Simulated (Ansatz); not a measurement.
System: Ga.

```yaml
crystal:
  lattice:
    - [2.79266, 0.00000, 0.00000]
    - [0.00000, 2.79266, 0.00000]
    - [0.00000, 0.00000, 2.79266]
  atoms:
    - { symbol: Ga, position: [0.00000, 0.00000, 0.00000] }
```

Space group Pm-3m; set up as Ga, simple cubic; a generated structure, not necessarily the stable one; changed on purpose from its base cell (volume × 0.96); computed without spin polarisation.

Level of theory: DFT, BLYP, plane waves (420 eV) with PAW, scalar-relativistic in Ansatz 0.2.0.

Q: What can the converged valence pseudo-density and electron localisation function tell about the bonding?

A: Ga–Ga (2.79 Å): ρ is about 0.25 e/Å³ halfway, with its minimum of 0.21 e/Å³ about 1.2 Å from Ga; the ELF is about 0.45 at the midpoint.

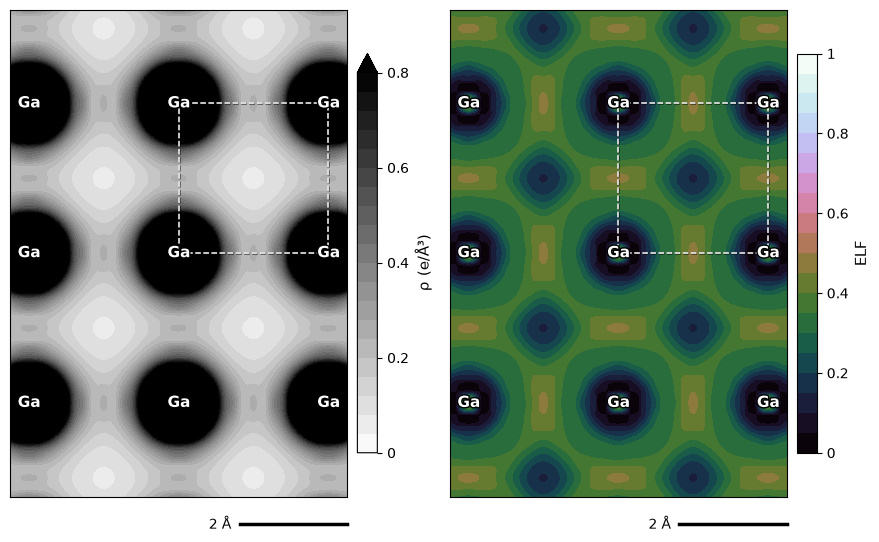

Computed valence pseudo-density and electron localisation function on the (100) plane of the conventional cell, in this order. 
